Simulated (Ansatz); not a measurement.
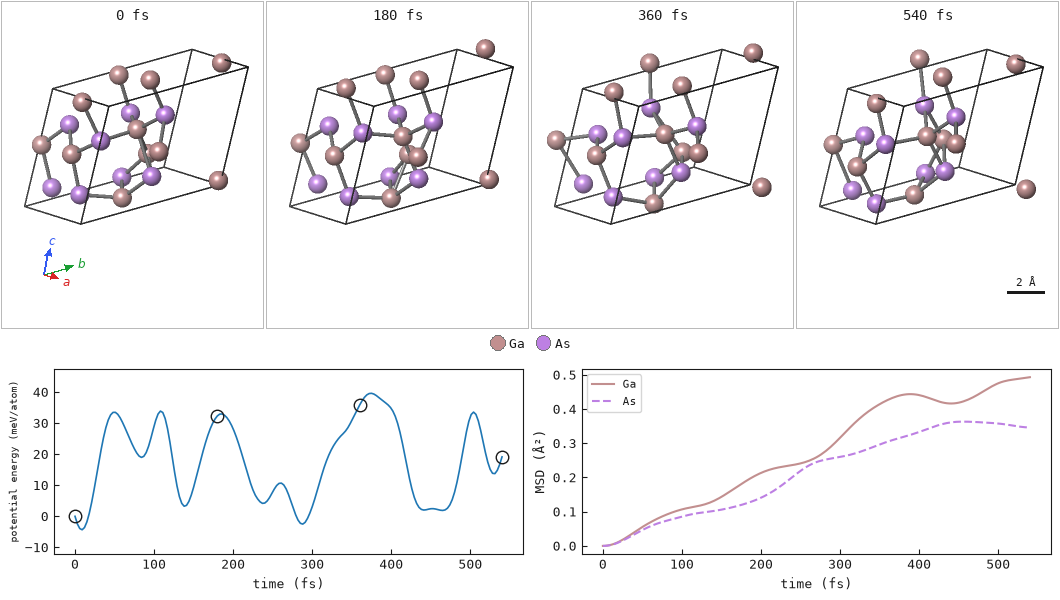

A Born-Oppenheimer molecular dynamics run of GaAs with an interstitial Ga (17 atoms in the cell), 540 fs long. It starts from the last geometry of an earlier run, with fresh velocities. Frames and the history of the run. Style: ball-and-stick. Shown: the reduced simulation cell, slightly off an axis. Bonds to atoms that aren't drawn are left out. Lengths and directions refer to the drawn axes.

These are results of DFT PBE, scalar-relativistic, plane waves, PAW (Ansatz), not measurements. Run with plane-wave cutoff 420 eV; k-point mesh 2 × 2 × 2; Fermi-Dirac smearing 0.002 eV; low-accuracy preset; constant energy (NVE); velocities drawn for 840 K; time step 3 fs.

What happens in this trajectory?

Answer. In the second half of the run the atoms are, in the root-mean-square, this far from where they began (common drift taken out): Ga 0.64 Å, As 0.57 Å. Against the typical shortest distance between atoms in the first frame, about 2.4 Å these are wide excursions, but the first-neighbour bonds of the start all hold: the network flexes, or its layers or units shift against each other, without breaking. The mean temperature in the second half is 691 K (standard deviation 111 K). The potential energy in the second half lies on average 18.2 meV per atom above the first frame. The smearing is very narrow for so coarse a k-point mesh, which makes the forces of a metal noisy.

Limits of the set-up: the k-point mesh is coarse for a cell with partly filled bands; the program's low-accuracy preset was used; the periodic images lie only 8.1 Å apart, so the values are limited by the cell's size.

The run took 28 min on 2 threads of Intel(R) Xeon(R) 6975P-C (Granite Rapids), on a shared host, peak memory 1.4 GiB.
